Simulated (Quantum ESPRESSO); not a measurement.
# hBN, 2 layers, AA' stacking, stepped through the field along the normal, part 2 of 4

What law, if any, do the results for hBN, 2 layers, AA' stacking follow against the field along the normal?

Quantum ESPRESSO 7.5; plane-wave DFT, PBE, GBRV ultrasoft pseudopotentials.

So far. Step 2 (Variable-cell relaxation of the reference):  The last row is no step: it is a fresh SCF in the final cell with a new plane-wave basis, +0 meV from the row before.

## Step 3: Ground state, 0 V/Å

The self-consistent run of this member.

Level of this step: plane-wave DFT, PBE, GBRV ultrasoft pseudopotentials (Quantum ESPRESSO 7.5).

Contents of m0.scf.in:

```
&control
  prefix = 'm0.scf'
  outdir = './out'
  pseudo_dir = './pseudo'
  calculation = 'scf'
  tprnfor = .true.
  tefield = .true.
  dipfield = .true.
/
&system
  ibrav = 0
  nat = 4
  ntyp = 2
  ecutwfc = 40
  ecutrho = 200
  occupations = 'smearing'
  smearing = 'fd'
  degauss = 0.002
  edir = 3
  emaxpos = 0.97
  eopreg = 0.04
  eamp = 0.0
  nbnd = 14
/
&electrons
  conv_thr = 1e-09
  mixing_beta = 0.4
  electron_maxstep = 120
  mixing_mode = 'plain'
/
ATOMIC_SPECIES
  N   14.0070  n_pbe_v1.2.uspp.F.UPF
  B   10.8100  b_pbe_v1.4.uspp.F.UPF
CELL_PARAMETERS angstrom
  2.50673188100000 0.00000000000000 0.00000000000000
  -1.25336594100000 2.17089349000000 0.00000000000000
  0.00000000000000 0.00000000000000 20.20000000000000
ATOMIC_POSITIONS crystal
  N   0.666666666700 0.333333333300 0.416553745500
  B   0.333333333300 0.666666666700 0.416629914100
  N   0.333333333300 0.666666666700 0.583446254500
  B   0.666666666700 0.333333333300 0.583370085900
K_POINTS automatic
  12 12 1 0 0 0
```

Started as:

```
$ OMP_NUM_THREADS=1 mpirun -n 2 pw.x -nk 2 -in m0.scf.in > m0.scf.out
```

Output:

```text
[banner, memory and clock lines left out]
Program PWSCF v.7.5 starts
[citation notice left out]

[...]
bravais-lattice index     =            0
     lattice parameter (alat)  =       4.7370  a.u.
     unit-cell volume          =     741.8129 (a.u.)^3
     number of atoms/cell      =            4
     number of atomic types    =            2
     number of electrons       =        16.00
     number of Kohn-Sham states=           14
     kinetic-energy cutoff     =      40.0000  Ry
     charge density cutoff     =     200.0000  Ry
     scf convergence threshold =      1.0E-09
     mixing beta               =       0.4000
     number of iterations used =            8  plain     mixing
     Exchange-correlation=  SLA  PW   PBX  PBC
                           (   1   4   3   4   0   0   0)

[...]
PseudoPot. # 1 for N  read from file:
     ./pseudo/n_pbe_v1.2.uspp.F.UPF
     Pseudo is Ultrasoft + core correction, Zval =  5.0
     Generated by new atomic code, or converted to UPF format
     Using radial grid of  729 points,  4 beta functions with:
                l(1) =   0
                l(2) =   0
                l(3) =   1
                l(4) =   1
     Q(r) pseudized with  8 coefficients,  rinner =    0.900   0.900   0.900

     PseudoPot. # 2 for B  read from file:
     ./pseudo/b_pbe_v1.4.uspp.F.UPF
     Pseudo is Ultrasoft + core correction, Zval =  3.0
     Generated by new atomic code, or converted to UPF format
     Using radial grid of  781 points,  4 beta functions with:
                l(1) =   0
                l(2) =   0
                l(3) =   1
                l(4) =   1
     Q(r) pseudized with  8 coefficients,  rinner =    1.100   1.100   1.100

     atomic species   valence    mass     pseudopotential
     N                 5.00    14.00700     N ( 1.00)
     B                 3.00    10.81000     B ( 1.00)

     No symmetry found

[...]
number of k points=    74  Fermi-Dirac smearing, width (Ry)=  0.0020
[...]
Dense  grid:    35583 G-vectors     FFT dimensions: (  24,  24, 180)

     Smooth grid:    25509 G-vectors     FFT dimensions: (  20,  20, 160)

     Initial potential from superposition of free atoms

     starting charge      15.9994, renormalised to      16.0000

     negative rho (up, down):  3.930E-05 0.000E+00

     Adding external electric field

     Computed dipole along edir(3) :
        Dipole               -0.0000 Ry au,         -0.0000 Debye
        Dipole field         -0.0000 Ry au,

        Potential amp.        0.0000 Ry
        Total length         36.6456 bohr

     Starting wfcs are   16 randomized atomic wfcs

     per-process dynamical memory:    47.9 Mb

     Self-consistent Calculation

     iteration #  1     ecut=    40.00 Ry     beta= 0.40
     Davidson diagonalization with overlap
     ethr =  1.00E-02,  avg # of iterations =  4.9

     negative rho (up, down):  5.512E-05 0.000E+00

     Adding external electric field

     Computed dipole along edir(3) :
        Dipole                0.0000 Ry au,          0.0000 Debye
        Dipole field          0.0000 Ry au,

        Potential amp.       -0.0000 Ry
        Total length         36.6456 bohr

     total energy              =     -53.33495914 Ry
     estimated scf accuracy    <       0.78099922 Ry

     iteration #  2     ecut=    40.00 Ry     beta= 0.40
[...]
negative rho (up, down):  1.152E-04 0.000E+00

[...]
Dipole                0.0000 Ry au,          0.0000 Debye
[...]
total energy              =     -53.44164348 Ry
     estimated scf accuracy    <       0.05476588 Ry

     iteration #  3     ecut=    40.00 Ry     beta= 0.40
[...]
negative rho (up, down):  1.976E-04 0.000E+00

[...]
Dipole                0.0000 Ry au,          0.0000 Debye
[...]
total energy              =     -53.44058056 Ry
     estimated scf accuracy    <       0.01464629 Ry

     iteration #  4     ecut=    40.00 Ry     beta= 0.40
[...]
negative rho (up, down):  2.185E-04 0.000E+00

[...]
Dipole               -0.0000 Ry au,         -0.0000 Debye
[...]
total energy              =     -53.44240319 Ry
     estimated scf accuracy    <       0.00057986 Ry

     iteration #  5     ecut=    40.00 Ry     beta= 0.40
[...]
negative rho (up, down):  2.428E-04 0.000E+00

[...]
Dipole                0.0000 Ry au,          0.0000 Debye
[...]
total energy              =     -53.44251378 Ry
     estimated scf accuracy    <       0.00009164 Ry

     iteration #  6     ecut=    40.00 Ry     beta= 0.40
[...]
negative rho (up, down):  2.521E-04 0.000E+00

[...]
Dipole               -0.0000 Ry au,         -0.0000 Debye
[...]
total energy              =     -53.44251825 Ry
     estimated scf accuracy    <       0.00000407 Ry

     iteration #  7     ecut=    40.00 Ry     beta= 0.40
[...]
negative rho (up, down):  2.576E-04 0.000E+00

[...]
Dipole                0.0000 Ry au,          0.0000 Debye
[...]
total energy              =     -53.44251906 Ry
     estimated scf accuracy    <       0.00000014 Ry

     iteration #  8     ecut=    40.00 Ry     beta= 0.40
[...]
negative rho (up, down):  2.609E-04 0.000E+00

[...]
Dipole               -0.0000 Ry au,         -0.0000 Debye
[...]
total energy              =     -53.44251912 Ry
     estimated scf accuracy    <       0.00000011 Ry

     iteration #  9     ecut=    40.00 Ry     beta= 0.40
[...]
negative rho (up, down):  2.661E-04 0.000E+00

[...]
Dipole                0.0000 Ry au,          0.0000 Debye
[...]
End of self-consistent calculation

          k = 0.0000 0.0000 0.0000 (  3173 PWs)   bands (ev):

   -20.0655 -19.9335  -8.0740  -7.0948  -3.7194  -3.7194  -3.7034  -3.7034
     2.3988   2.8722   3.3334   4.5137   4.7998   6.5178

          k = 0.0000 0.0962 0.0000 (  3173 PWs)   bands (ev):

   -19.9313 -19.8014  -7.8914  -6.9211  -4.2747  -4.2614  -3.9781  -3.9603
     2.6296   3.0879   3.5578   4.7297   5.0117   6.6645

[...]
the Fermi energy is    -0.4712 ev

!    total energy              =     -53.44251915 Ry
     estimated scf accuracy    <          9.4E-10 Ry
     smearing contrib. (-TS)   =       0.00000000 Ry
     internal energy E=F+TS    =     -53.44251915 Ry

     The total energy is F=E-TS. E is the sum of the following terms:
     one-electron contribution =    -535.27298708 Ry
     hartree contribution      =     271.79511497 Ry
     xc contribution           =     -16.95033112 Ry
     ewald contribution        =     226.98568408 Ry
     electric field correction =       0.00000000 Ry

     convergence has been achieved in   9 iterations

     negative rho (up, down):  2.661E-04 0.000E+00

     Forces acting on atoms (cartesian axes, Ry/au):

     atom    1 type  1   force =     0.00000002    0.00000001   -0.00143827
     atom    2 type  2   force =     0.00000006    0.00000000   -0.00188705
     atom    3 type  1   force =    -0.00000003    0.00000001    0.00143836
     atom    4 type  2   force =    -0.00000004   -0.00000003    0.00188696

     Total force =     0.003355     Total SCF correction =     0.000015

[...]
```

It took 34 s on 2 MPI ranks of Arm Neoverse N1, shared host; peak memory 0.2 GiB; 67 s of CPU time.

Numbers from this step:

* free energy: -727.1225 eV
* Fermi energy: -0.4712 eV
* dipole along the normal: 0 e·Å
* valence top, on the run's zero: -2.387 eV
* conduction bottom, on the run's zero: 2.135 eV
* gap by band count: 4.522 eV

## Step 4: Electrostatic potential, 0 V/Å

plot_num = 11 writes the bare and Hartree potential, from which vacuum levels or, in a crystal, the mean potential are read.

Contents of m0.pot.in:

```
&inputpp
  prefix = 'm0.scf'
  outdir = './out'
  filplot = 'm0.pot.dat'
  plot_num = 11
/
```

Started as:

```
$ OMP_NUM_THREADS=1 mpirun -n 2 pp.x -in m0.pot.in > m0.pot.out
```

Output:

```text
[banner, memory and clock lines left out]
Program POST-PROC v.7.5 starts

          URL

     ./out/m0.scf.save/

     IMPORTANT: XC functional enforced from input :
     Exchange-correlation= PBE
                           (   1   4   3   4   0   0   0)
     Any further DFT definition will be discarded
     Please, verify this is what you really want

     negative rho (up, down):  2.661E-04 0.000E+00

     Adding external electric field

     Computed dipole along edir(3) :
        Dipole                0.0000 Ry au,          0.0000 Debye
        Dipole field          0.0000 Ry au,

        Potential amp.       -0.0000 Ry
        Total length         36.6456 bohr

     Calling punch_plot, plot_num =  11

     Adding external electric field

     Computed dipole along edir(3) :
        Dipole                0.0000 Ry au,          0.0000 Debye
        Dipole field          0.0000 Ry au,

        Potential amp.       -0.0000 Ry
        Total length         36.6456 bohr

     Writing data to file  m0.pot.dat
     Message from routine chdens:
     namelist plot not found or invalid, exiting
```

The job ended after 1 s (2 MPI ranks; peak memory 0.09 GiB).

Read from the output:

| Item | Value |
| --- | --- |
| slope of the potential above | -5.29e-6 eV/Å |
| upper vacuum line continued to the top atoms, over the valence top | 5.863 eV |
| slope of the potential below | -1.96e-6 eV/Å |
| lower vacuum line continued to the bottom atoms, over the valence top | 5.863 eV |
| vacuum level at the upper face over the valence top of the mesh | 5.863 eV |
| vacuum level at the lower face over the valence top of the mesh | 5.863 eV |

Electrostatic potential energy of an electron, with the sawtooth; zero at the highest filled level of the SCF mesh. Potential energy, planar mean against z:

```
z (Å)  potential energy, planar mean (eV)
    0                                5.86
    1                                5.86
    2                                5.86
    3                                5.86
    4                                5.86
    5                                5.86
    6                                5.84
    7                                5.32
    8                               -10.2
    9                               -3.22
   10                                5.37
   11                                1.24
   12                               -20.3
   13                                4.79
   14                                5.83
   15                                5.86
   16                                5.86
   17                                5.86
   18                                5.86
   19                                5.86
   20                                5.86
```

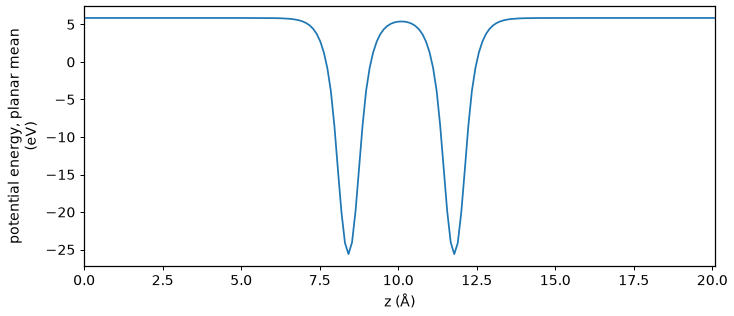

Potential energy, planar mean, plotted against z.

(Continued in part 3 of 4.)

[Logs are printed without paths, hosts, clocks, repeated set-up lines and the standing remarks that a program may print on its own settings, such as how far it seeks lower states.]

[Hosts, paths, dates, database ids (printed as entryN), source tags and the programs' standing remarks are cut or masked in the printed files.]

[Maps of the electrostatic potential energy from Ansatz leave out the sawtooth potential of an applied field or a dipole correction, so their vacuum need not be flat; planar profiles and work functions include it.]
